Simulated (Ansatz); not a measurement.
Run report: Fe2Co, geometry relaxation (part 1 of 2)

The run: geometry relaxation of Fe2Co (6 atoms in the cell). Method and program: DFT PBE, scalar-relativistic, plane waves, PAW, no spin polarisation (Ansatz 0.2.0).

The structure was made by swapping elements on the sites of another compound; it need not be a known phase. It belongs to a series of runs on one base structure; here: beta-cristobalite type (Fd-3m, No. 227). Figures and captions count atoms from 1; the log counts them from 0 in places.

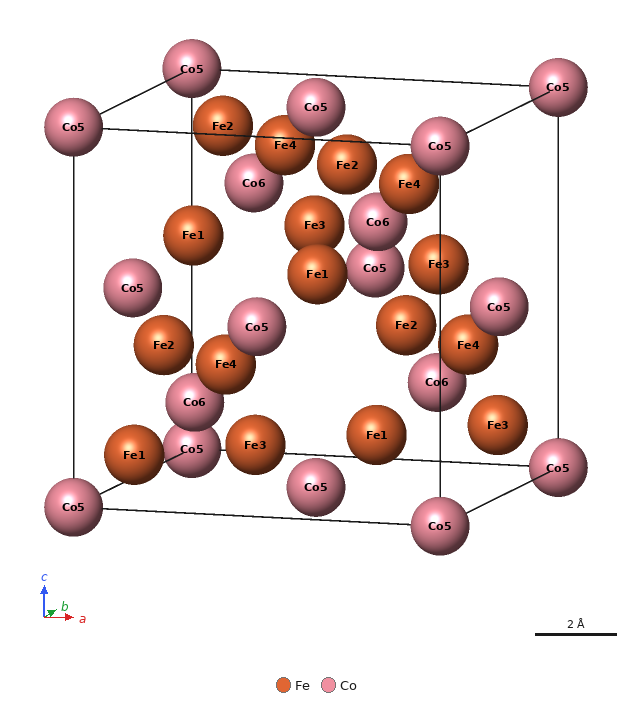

*The starting structure (spheres-only view of the cell 4 times as large as that of the calculation, set on its symmetry axes, seen slightly off an axis; atoms are numbered from 1 in the order of the input).*

## Key numbers

- outcome: converged
- space group (tolerance 0.01 Å): Fd-3m (227)
- electrons treated: 98
- free energy: −28154.7574 eV
- Fermi energy: 2.614 eV
- gap on the k-point mesh: none (metallic)
- pressure: 0.04 GPa
- final volume: 216.51 Å³
- largest force (length of the vector) at the end: under 0.001 eV/Å
- final cell: a = 6.740 Å, b = 6.740 Å, c = 6.740 Å, α = 60.00°, β = 60.00°, γ = 60.00°
- hardware: 1 thread of Arm Neoverse V2, 128 GiB of memory available, shared host
- wall time: 83 s
- peak memory: 0.63 GiB

The run has no spin polarisation, so a magnetic state may lie lower.

## The input
```yaml
crystal:
  lattice:
    - [0.0, 4.7633590464, 4.7633590464]
    - [4.7633590464, 0.0, 4.7633590464]
    - [4.7633590464, 4.7633590464, 0.0]
  atoms:
    - { symbol: Fe, position: [0.125, 0.125, 0.125] }
    - { symbol: Fe, position: [0.625, 0.125, 0.125] }
    - { symbol: Fe, position: [0.125, 0.125, 0.625] }
    - { symbol: Fe, position: [0.125, 0.625, 0.125] }
    - { symbol: Co, position: [0.0, 0.0, 0.0] }
    - { symbol: Co, position: [0.25, 0.25, 0.25] }
basis:
  ecutwfc: 420
kpoints:
  mp_grid: { grid: [8, 8, 8] }
hamiltonian:
  xc: pbe
scf:
  occupations: { method: gaussian, width: 0.1 }
output:
  forces: true
  stress: true
  eigenvalues: true
relax:
  adjacent_minimum: "off"
  f_tol: 0.01
  max_steps: 80
  cell: { stress_tol: 0.05 }
```

Run as:
```bash
ansatz run input.yaml --threads 1 --pin off --max-ram 2560MiB --backend cpu --events-out ev --progress --plain --runs-dir out
```

## Output
```
Engine: ansatz 0.2.0, aarch64-unknown-linux-gnu
Pseudopotentials: kind: paw
Pseudopotential: Fe, paw, valence charge 16, recommended cutoff 420 eV (normal), Fe.paw.azcp
Pseudopotential: Co, paw, valence charge 17, recommended cutoff 420 eV (normal), Co.paw.azcp
Functional definition: PBE
  parameter kappa = 0.804
  parameter beta = 0.06672455060314922
  exchange = pbe_x(kappa = kappa, mu = beta*pi^2/3)
  correlation = pbe_c(beta = beta)
Crystal: 6 atoms, lattice volume = 216.157 Å³
Basis set: ecut = 420 eV, 4279 PW (Γ), exchange–correlation on 96×96×96 points (8 copies of the dense FFT grid, shifted against one another)
Bands: 59, of which v1, the nominal top of the filled ones, is band 49 counted from 1 (48 counted from 0)
Symmetry: 48 space group operations
Space group: Fd-3m (ITA 227), of the structure as read, at distance tolerance 6.0e-5 Å
k-points: 29 of 512
Non-local potential: Fe, projectors of the file, l = 0: 3, l = 1: 2, l = 2: 3, l = 3: 1
Non-local potential: Co, projectors of the file, l = 0: 3, l = 1: 2, l = 2: 3, l = 3: 1
PAW form: soft (Blöchl's): semilocal exchange-correlation on the pseudo side does not see the compensation charge
PAW one-centre angular grid: Fe, 590 points (default); XC on 64 Gauss nodes
PAW one-centre angular grid: Co, 590 points (default); XC on 64 Gauss nodes
Initial density: superposition of atomic densities (neutral atoms: chi_scale 0, normalization atom), corrected by the library's trained network
Initial wavefunctions: pseudopotential atomic-orbital guess
Functional: x = pbe(κ = 0.804, μ = 0.2195149727645171), c = pbe(β = 0.06672455060314922)
SCF iter   1: F=—  HF=-28154.847609 eV  |F-HF|=—  |Δ(HF+E_count)|=         —  Δρ=2.54e-2  dr2=6.93e-1  ethr=1.77e-3  ⟨swp⟩=6.2  Hψ=6190  notcnv=0
preconditioner: auto → LDOS  [metal: Δε(μ)=0.009 eV  Ē_g=2.432 eV  σ=0.100 eV  W_gap=0.05  n_scr=58 (ndim 8)  ℏωp=17.9 eV  f_vac=0.432  D(μ)=40.01/eV (n_scr^D=724)  β→1.0]
SCF iter   2: F=—  HF=-28154.897087 eV  |F-HF|=—  |Δ(HF+E_count)|=   4.95e-2  Δρ=3.66e-2  dr2=1.88e0  ethr=7.07e-4  ⟨swp⟩=2.1  Hψ=2906  notcnv=0  defer=41  recentre
SCF iter   3: F=—  HF=-28154.783941 eV  |F-HF|=—  |Δ(HF+E_count)|=   1.13e-1  Δρ=1.24e-2  dr2=1.59e-1  ethr=7.07e-4  ⟨swp⟩=2.0  Hψ=2597  notcnv=0  defer=41
SCF iter   4: F=—  HF=-28154.757935 eV  |F-HF|=—  |Δ(HF+E_count)|=   2.60e-2  Δρ=6.31e-3  dr2=3.53e-2  ethr=1.63e-4  ⟨swp⟩=2.9  Hψ=2765  notcnv=0  defer=39
SCF iter   5: F=—  HF=-28154.753414 eV  |F-HF|=—  |Δ(HF+E_count)|=   4.52e-3  Δρ=1.79e-3  dr2=5.62e-3  ethr=3.60e-5  ⟨swp⟩=1.6  Hψ=1696  notcnv=0  defer=39
SCF iter   6: F=—  HF=-28154.756041 eV  |F-HF|=—  |Δ(HF+E_count)|=   2.63e-3  Δρ=8.01e-4  dr2=1.41e-3  ethr=5.73e-6  ⟨swp⟩=1.9  Hψ=1812  notcnv=0  defer=39
SCF iter   7: F=—  HF=-28154.757344 eV  |F-HF|=—  |Δ(HF+E_count)|=   1.30e-3  Δρ=1.82e-4  dr2=6.98e-5  ethr=1.44e-6  ⟨swp⟩=2.0  Hψ=2311  notcnv=0  defer=39
SCF iter   8: F=—  HF=-28154.757206 eV  |F-HF|=—  |Δ(HF+E_count)|=   1.38e-4  Δρ=1.13e-4  dr2=2.58e-5  ethr=7.12e-8  ⟨swp⟩=1.8  Hψ=1734  notcnv=0  defer=39
SCF iter   9: F=—  HF=-28154.757208 eV  |F-HF|=—  |Δ(HF+E_count)|=   1.17e-6  Δρ=3.83e-5  dr2=2.66e-6  ethr=2.63e-8  ⟨swp⟩=1.1  Hψ=1675  notcnv=0  defer=39
SCF iter  10: F=-28154.757208 eV  HF=-28154.757208 eV  |F-HF|=7.04e-9  |Δ(HF+E_count)|=   3.79e-7  Δρ=5.55e-6  dr2=5.51e-8  ethr=1.02e-10  ⟨swp⟩=8.3  Hψ=7085  notcnv=0
SCF 1 converged in 10 iterations: F = -28154.757208 eV  dr2 = 5.51e-8
  greatest PAW one-centre occupation: 1.002 electrons in one spin orbital (limit 2), on the Fe atom at site 0 (counted from 0), in its partial waves of l = 1
relax step   1: F+E_penalty+E_count = -28154.75720800 eV  Δ(F+E_penalty+E_count) = +0.000e0 eV  max|allowed force component| = 4.626e-17 eV/Å  Δτ_max = 0.0000 Å  P = +0.101 GPa  Ω = 216.157 Å³  (10 SCF iters, dr2 threshold 1.00e-7 eV, accepted)
Crystal: 6 atoms, lattice volume = 216.510 Å³
Initial density: handed on by an earlier stage of this run
Initial wavefunctions: those handed on with the density
iter 1 solved again at ethr=1.28e-7 eV; its pass at ethr=3.10e-3 eV (dr2=1.25e-4 eV) is discarded
SCF iter   1: F=—  HF=-28154.757430 eV  |F-HF|=—  |Δ(HF+E_count)|=         —  Δρ=1.87e-4  dr2=9.19e-5  ethr=1.28e-7  ⟨swp⟩=2.0  Hψ=6790  notcnv=0
preconditioner: auto → LDOS  [metal: Δε(μ)=0.002 eV  Ē_g=2.404 eV  σ=0.100 eV  W_gap=0.01  n_scr=58 (ndim 8)  ℏωp=17.8 eV  f_vac=0.448  D(μ)=41.98/eV (n_scr^D=748)  β→1.0]
SCF iter   2: F=—  HF=-28154.757433 eV  |F-HF|=—  |Δ(HF+E_count)|=   3.10e-6  Δρ=1.79e-4  dr2=5.74e-5  ethr=9.38e-8  ⟨swp⟩=1.1  Hψ=1715  notcnv=0
SCF iter   3: F=—  HF=-28154.757418 eV  |F-HF|=—  |Δ(HF+E_count)|=   1.51e-5  Δρ=1.92e-4  dr2=2.32e-5  ethr=5.86e-8  ⟨swp⟩=2.0  Hψ=2089  notcnv=0
SCF iter   4: F=—  HF=-28154.757251 eV  |F-HF|=—  |Δ(HF+E_count)|=   1.67e-4  Δρ=6.34e-5  dr2=2.71e-6  ethr=2.36e-8  ⟨swp⟩=2.0  Hψ=2212  notcnv=0
SCF iter   5: F=—  HF=-28154.757252 eV  |F-HF|=—  |Δ(HF+E_count)|=   1.15e-6  Δρ=1.33e-5  dr2=2.82e-7  ethr=2.77e-9  ⟨swp⟩=2.1  Hψ=2030  notcnv=0
SCF iter   6: F=—  HF=-28154.757253 eV  |F-HF|=—  |Δ(HF+E_count)|=   7.58e-7  Δρ=5.87e-6  dr2=4.20e-8  ethr=2.88e-10  ⟨swp⟩=2.0  Hψ=2410  notcnv=0
SCF iter   7: F=—  HF=-28154.757253 eV  |F-HF|=—  |Δ(HF+E_count)|=   7.49e-8  Δρ=5.92e-6  dr2=6.27e-8  ethr=2.59e-11  ⟨swp⟩=4.2  Hψ=5883  notcnv=0
SCF iter   8: F=-28154.757253 eV  HF=-28154.757253 eV  |F-HF|=9.27e-9  |Δ(HF+E_count)|=  3.31e-10  Δρ=2.40e-6  dr2=1.15e-8  ethr=2.59e-11  ⟨swp⟩=3.0  Hψ=5101  notcnv=0
SCF 2 converged in 8 iterations: F = -28154.757253 eV  dr2 = 1.15e-8
  greatest PAW one-centre occupation: 1.002 electrons in one spin orbital (limit 2), on the Fe atom at site 3 (counted from 0), in its partial waves of l = 1
relax step   2: F+E_penalty+E_count = -28154.75725296 eV  Δ(F+E_penalty+E_count) = -4.496e-5 eV  max|allowed force component| = 1.126e-16 eV/Å  Δτ_max = 0.0000 Å  P = +0.038 GPa  Ω = 216.510 Å³  energy of the carried Pulay correction = -1.072e-4 eV  (8 SCF iters, dr2 threshold 2.54e-8 eV, accepted)
Initial wavefunctions: pseudopotential atomic-orbital guess (no wavefunctions were taken with the density)
iter 1 solved again at ethr=7.01e-6 eV; its pass at ethr=3.10e-3 eV (dr2=6.87e-3 eV) is discarded
SCF iter   1: F=—  HF=-28154.757526 eV  |F-HF|=—  |Δ(HF+E_count)|=         —  Δρ=4.61e-6  dr2=8.01e-9  ethr=7.01e-6  ⟨swp⟩=3.0  Hψ=9683  notcnv=0
eigensolver tolerance schedule: the retry pair's looser diagonalisation over-reported the residual by 858302.11 of it (diagonalisation noise at an unbounded share of the residual, at the tolerance the schedule requests for it); recorded, not acted on — ethr = c·dr2/N_el stays at c = 1.0e-1
preconditioner: auto → LDOS  [metal: Δε(μ)=0.002 eV  Ē_g=2.405 eV  σ=0.100 eV  W_gap=0.01  n_scr=58 (ndim 8)  ℏωp=17.8 eV  f_vac=0.448  D(μ)=41.99/eV (n_scr^D=748)  β→1.0]
SCF iter   2: F=—  HF=-28154.757366 eV  |F-HF|=—  |Δ(HF+E_count)|=   1.60e-4  Δρ=3.44e-5  dr2=2.01e-6  ethr=8.17e-12  ⟨swp⟩=4.5  Hψ=6043  notcnv=0
SCF iter   3: F=—  HF=-28154.757366 eV  |F-HF|=—  |Δ(HF+E_count)|=   8.93e-8  Δρ=2.09e-5  dr2=8.05e-7  ethr=8.17e-12  ⟨swp⟩=2.0  Hψ=3193  notcnv=0
SCF iter   4: F=—  HF=-28154.757366 eV  |F-HF|=—  |Δ(HF+E_count)|=   9.94e-9  Δρ=1.75e-5  dr2=2.21e-7  ethr=8.17e-12  ⟨swp⟩=2.1  Hψ=3125  notcnv=0
SCF iter   5: F=—  HF=-28154.757366 eV  |F-HF|=—  |Δ(HF+E_count)|=   2.19e-8  Δρ=7.00e-6  dr2=8.93e-8  ethr=8.17e-12  ⟨swp⟩=2.0  Hψ=3121  notcnv=0
SCF iter   6: F=—  HF=-28154.757366 eV  |F-HF|=—  |Δ(HF+E_count)|=   8.43e-9  Δρ=1.06e-6  dr2=1.85e-9  ethr=8.17e-12  ⟨swp⟩=2.0  Hψ=2345  notcnv=0
SCF iter   7: F=-28154.757366 eV  HF=-28154.757366 eV  |F-HF|=1.46e-11  |Δ(HF+E_count)|=   2.33e-9  Δρ=2.48e-7  dr2=3.72e-11  ethr=1.00e-12  ⟨swp⟩=3.7  Hψ=7098  notcnv=0
SCF 3 converged in 7 iterations: F = -28154.757366 eV  dr2 = 3.72e-11
  greatest PAW one-centre occupation: 1.002 electrons in one spin orbital (limit 2), on the Fe atom at site 1 (counted from 0), in its partial waves of l = 1
relax step   3: F+E_penalty+E_count = -28154.75736579 eV  Δ(F+E_penalty+E_count) = -1.128e-4 eV  max|allowed force component| = 6.862e-17 eV/Å  Δτ_max = 0.0000 Å  P = +0.038 GPa  Ω = 216.510 Å³  stress off target by 3.79e-2 GPa  SCF on the basis re-selected at this cell (its energy is not comparable with the rows above)  (7 SCF iters)
```

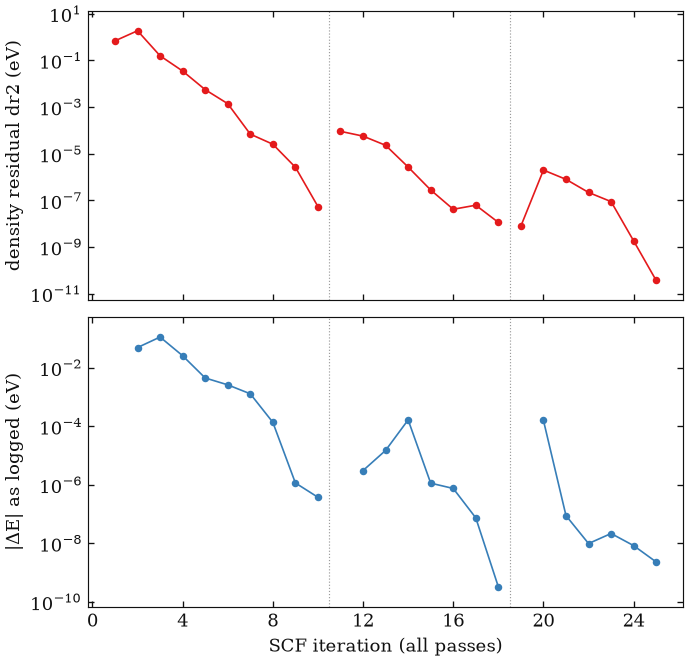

*Convergence of the self-consistent field: density residual dr2 and size of the energy change against the SCF iteration. The dotted lines part the SCF passes of the relaxation: geometry steps, rejected trials and re-solves on a re-selected basis.*

The passes take 10, 8 and 7 iterations.

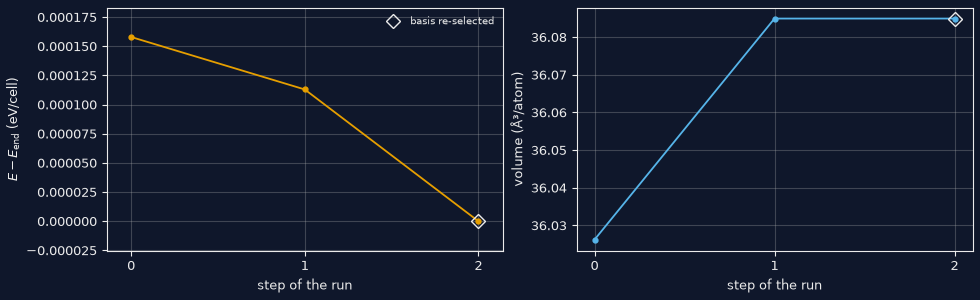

*Progress of the relaxation, step by step (the first geometry is step 0 here and step 1 in the log).*

The energy falls by next to nothing (0.0 meV per cell of the calculation) in 1 geometry step. All forces vanish by symmetry, so only the cell relaxes. The pressure goes from 0.10 to 0.04 GPa. No atom moves by more than 0.005 Å relative to the cell. The volume changes by +0.2 %, with a = b = c 9.527 → 9.532 Å (+0.1 %). The space group stays Fd-3m (No. 227). A last SCF at the same geometry on a re-selected plane-wave basis shifts the energy by −0.1 meV per cell of the calculation.
